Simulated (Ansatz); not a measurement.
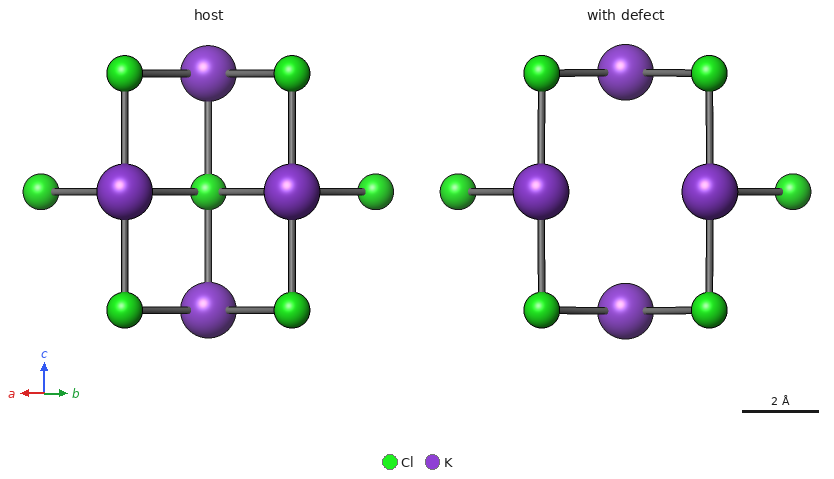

Left: perfect KCl. Right: the same region with one point defect, after relaxing the atoms in a supercell of 64 sites. A ball-and-stick model of the atoms within 4.6 Å of one point, in a slice 5.0 Å thick across the line of sight, seen along [110].

Computed with DFT, PBEsol, PAW, plane waves (Ansatz). (plane-wave cutoff 420 eV; k-point mesh 1 × 1 × 1; mesh shifted by (0.25, 0.25, 0.25); collinear spin) Fermi-Dirac smearing of 0.01 eV. The axes drawn are those of the host's conventional cell.

Q: Which defect is it?

A: A chlorine atom is taken out (a vacancy).

The charge state of the cell is 0.

Q: What does the relaxation do around it?

A: Around the empty Cl site the host had 6 K at 3.12 Å; after relaxation the nearest atoms are 6 K at 3.15 to 3.16 Å. Of the host's atoms, a potassium atom moves furthest from its site, by 0.03 Å. The cell's net moment is 1.00 μB.
